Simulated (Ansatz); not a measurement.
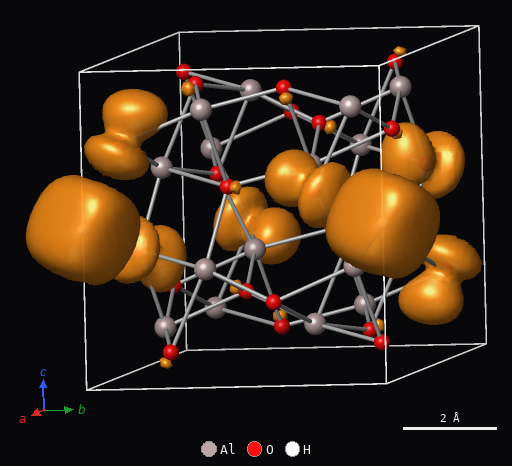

Figure. Al$_{16}$HO$_{24}$ (cell with a defect). Isosurfaces of the magnetisation density (up minus down) at +0.005 (orange) and −0.005 e/Å³ (purple), seen slightly off an axis. Sticks mark near contacts.

PAW files of the earlier set (soft_1); spin-polarised.

All numbers below come from DFT PBEsol, scalar-relativistic, plane waves, PAW in Ansatz 0.2.0.

Where is the spin, and how is it ordered?

Answer. The spin density sits on H: +0.5 μB in one cell of 41 atoms, with smaller moments on other sites: O (up to +0.05 μB): with much of the spin spread outside that site. The cell of the calculation (41 atoms) carries 1.0 μB of net spin moment. Only one sign reaches the isovalue.
